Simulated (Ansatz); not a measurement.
AlP: single-point calculation

- system: AlP (2 atoms in the cell)
- method: DFT, PBEsol, plane waves, PAW, no spin polarisation (Ansatz 0.2.0)

The structure was built on a prototype by a generator. Some settings of this run were made unusual or wrong on purpose. The geometry comes from this level: r2SCAN. Figures and captions count atoms from 1; the log counts them from 0 in places.

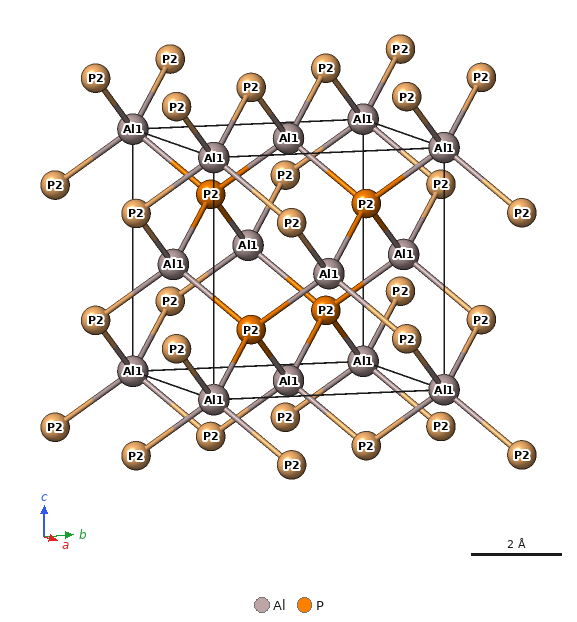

**Figure 1.** The structure as given in the input (ball-and-stick view of the cell 4 times as large as that of the calculation, set on its symmetry axes, seen slightly off an axis; neighbours outside the cell are drawn fainter; atoms are numbered from 1 in the order of the input).

The input:
```yaml
crystal:
  lattice:
    - [0.0, 2.7392572093, 2.7392572093]
    - [2.7392572093, 0.0, 2.7392572093]
    - [2.7392572093, 2.7392572093, 0.0]
  atoms:
    - { symbol: Al, position: [0.0, 0.0, 0.0] }
    - { symbol: P, position: [0.25, 0.25, 0.25] }
kpoints:
  mp_grid: { grid: [6, 6, 6] }
hamiltonian:
  xc: pbesol
scf:
  occupations: { method: fixed }
  n_extra_bands: 4
  max_iter: 99
output:
  forces: true
  stress: true
  eigenvalues: true
basis:
  ecutrho_ratio: 2
```

Launch command:
```bash
ansatz run input.yaml --threads 4 --pin off --max-ram 3686MiB --backend cpu --events-out ev --progress --plain --runs-dir out
```

What the program printed:
```
Warning: basis.ecutrho_ratio = 2 (ecutrho = 840 eV) is below the records' recommended 1680 eV
settings of this run that can trade accuracy for cost: basis.ecutrho_ratio < 4. Do not mix this run's numbers with those of runs without the same settings; the input reference describes each key
scf.n_extra_bands = 4 over 4 filled bands (N_el = 8.0): the run solves 8 bands
Engine: ansatz 0.2.0, aarch64-unknown-linux-gnu
Pseudopotentials: kind: paw
Pseudopotential: Al, paw, valence charge 3, recommended cutoff 420 eV (normal), Al.paw.azcp
Pseudopotential: P, paw, valence charge 5, recommended cutoff 420 eV (normal), P.paw.azcp
Functional definition: PBEsol
  exchange = pbesol_x
  correlation = pbesol_c
Crystal: 2 atoms, lattice volume = 41.108 Å³
Basis set: ecut = 420 eV, 821 PW (Γ), exchange–correlation on 48×48×48 points (8 copies of the dense FFT grid, shifted against one another)
Bands: 8, of which v1, the nominal top of the filled ones, is band 4 counted from 1 (3 counted from 0)
Symmetry: 24 space group operations
Space group: F-43m (ITA 216), of the structure as read, at distance tolerance 3.5e-5 Å
k-points: 16 of 216 (time reversal used)
Non-local potential: Al, projectors of the file, l = 0: 2, l = 1: 2, l = 2: 1
Non-local potential: P, projectors of the file, l = 0: 2, l = 1: 2, l = 2: 2
PAW form: soft (Blöchl's): semilocal exchange-correlation on the pseudo side does not see the compensation charge
PAW frozen core: Al, regenerated for the run's functional, and the local potential with it (the file was generated under x = pbe(κ = 0.804, μ = 0.2195149727645171), c = pbe(β = 0.06672455060314922))
PAW frozen core: P, regenerated for the run's functional, and the local potential with it (the file was generated under x = pbe(κ = 0.804, μ = 0.2195149727645171), c = pbe(β = 0.06672455060314922))
PAW one-centre angular grid: Al, 110 points (default); XC on 64 Gauss nodes
PAW one-centre angular grid: P, 110 points (default); XC on 64 Gauss nodes
Initial density: superposition of atomic densities (neutral atoms: chi_scale 0, normalization atom), corrected by the library's trained network
Initial wavefunctions: pseudopotential atomic-orbital guess
Functional: x = pbesol(κ = 0.804, μ = 0.12345679012345678), c = pbesol(β = 0.046)
SCF iter   1: F=—  HF=-1265.728880 eV  |F-HF|=—  |Δ(HF+E_count)|=         —  Δρ=3.36e-3  dr2=8.33e-3  ethr=1.77e-3  ⟨swp⟩=5.4  Hψ=936  notcnv=0  defer=28
preconditioner: auto → none  [insulator: Δε(μ)=1.402 eV  Ē_g=9.843 eV  n_scr=8 (ndim 8)  ℏωp=16.4 eV  f_vac=0.000  ε∞_Penn≈3.8]
SCF iter   2: F=—  HF=-1265.726412 eV  |F-HF|=—  |Δ(HF+E_count)|=   2.47e-3  Δρ=9.91e-4  dr2=4.26e-4  ethr=1.04e-4  ⟨swp⟩=2.6  Hψ=344  notcnv=0  defer=27
SCF iter   3: F=—  HF=-1265.726430 eV  |F-HF|=—  |Δ(HF+E_count)|=   1.86e-5  Δρ=3.75e-4  dr2=5.20e-5  ethr=5.32e-6  ⟨swp⟩=2.2  Hψ=183  notcnv=0  defer=29
SCF iter   4: F=—  HF=-1265.726520 eV  |F-HF|=—  |Δ(HF+E_count)|=   8.95e-5  Δρ=5.10e-5  dr2=6.99e-7  ethr=6.50e-7  ⟨swp⟩=2.0  Hψ=178  notcnv=0  defer=24
iter 5 did not close the SCF: its close was put off for the readings that it lacked (scf_convergence_deferred on its scf_iter line)
SCF iter   5: F=-1265.726520 eV  HF=-1265.726520 eV  |F-HF|=5.15e-10  |Δ(HF+E_count)|=   4.04e-7  Δρ=5.45e-6  dr2=1.18e-8  ethr=8.74e-9  ⟨swp⟩=2.6  Hψ=189  notcnv=0  defer=25
SCF iter   6: F=-1265.726520 eV  HF=-1265.726520 eV  |F-HF|=8.25e-11  |Δ(HF+E_count)|=   4.48e-9  Δρ=7.03e-7  dr2=1.50e-10  ethr=1.47e-10  ⟨swp⟩=6.9  Hψ=938  notcnv=0
SCF 1 converged in 6 iterations: F = -1265.726520 eV  dr2 = 1.50e-10
  greatest PAW one-centre occupation: 0.777 electrons in one spin orbital (limit 2), on the P atom at site 1 (counted from 0), in its partial waves of l = 0
```

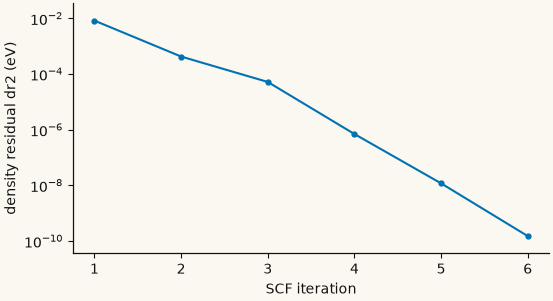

**Figure 2.** Convergence of the self-consistent field: density residual dr2 against the SCF iteration. The residual falls at every step.

```
SCF converged after 6 iterations
Free energy (F): -1265.726520 eV
Harris-Foulkes:  -1265.726520 eV  (|F-HF|=8.25e-11)
Internal energy: -1265.726520 eV  (E = F + TS)
E sigma→0 (E₀):  -1265.726520 eV
Fermi energy:    4.899702 eV
--- Per-component energies (eV) ---
  E_band       = 3.691178
  E_kinetic    = 93.406426
  E_local      = -82.858225  (includes V_loc(G=0)·N_el)
  E_nonlocal   = 44.807921
  E_hartree    = 24.809955
  E_xc         = -100.427883
  E_vxc        = -89.870399  (∫ρ·V_xc dr)
  E_paw        = -1009.049720  (= ΣΔE_a)
  E_vpaw       = -11.414532  (= ΣTr[D̂ρ^β])
  E_aug_tail   = 0.000031  (compensation charges beyond the density's cutoff)
  E_ewald      = -236.480259
  E_core_change = 0.065235  (= ΣΔE_core)
  E_smearing   = -0.000000  (= −TS)
  E_closure    = -0.000000  (closes the sum)
  Σ components = -1265.726520   (vs F -1265.726520, Δ=0.00e0)
--- Forces (eV/Å), atoms counted from 1 ---
  atom   1  Al     0.00000000    -0.00000000    -0.00000000
  atom   2  P     -0.00000000     0.00000000     0.00000000
  max |Σ_I F_I| component: 3.70e-17 eV/Å
--- Stress (GPa, compression-positive) ---
       -0.335936      -0.000000       0.000000
        0.000000      -0.335936       0.000000
       -0.000000       0.000000      -0.335936
  P = ⅓ Tr σ = -0.3359 GPa (-3.359 kbar)
--- Band table (eV; the first three rows and the last of 16) ---
  k-point 0: bands = ["-6.5651", "4.8997", "4.8997", "4.8997", "8.0103", "9.3863", "9.3863", "9.3863"]
  k-point 1: bands = ["-6.2636", "3.0122", "4.6574", "4.6574", "8.3918", "9.8172", "9.8172", "10.4241"]
  k-point 2: bands = ["-5.4780", "0.5536", "4.2875", "4.2875", "7.8266", "9.8625", "9.8625", "12.6411"]
  k-point 15: bands = ["-4.1978", "-0.1370", "1.9831", "2.2218", "8.1039", "9.1126", "12.4185", "12.7778"]
settings of this run that can trade accuracy for cost: basis.ecutrho_ratio < 4. Do not mix this run's numbers with those of runs without the same settings; the input reference describes each key
```

Outcome:

| quantity | value |
| --- | --- |
| outcome | converged |
| space group (tolerance 0.01 Å) | F-43m (216) |
| electrons treated | 8 |
| free energy | −1265.7265 eV |
| Fermi energy | 4.900 eV |
| gap on the k-point mesh | 1.46 eV |
| pressure | −0.34 GPa |
| largest force (length of the vector) | under 0.001 eV/Å |
| hardware | 4 threads of Arm Neoverse N1, 98 GiB of memory available, shared host |
| wall time | 0.64 s (CPU time 1.5 s) |
| peak memory | 0.26 GiB |

What went wrong:

Some settings of this run were drawn to be unusual or wrong. It converged; results that depend on the unusual settings are not reference values. The program warns: the cutoff is below the recommended one.
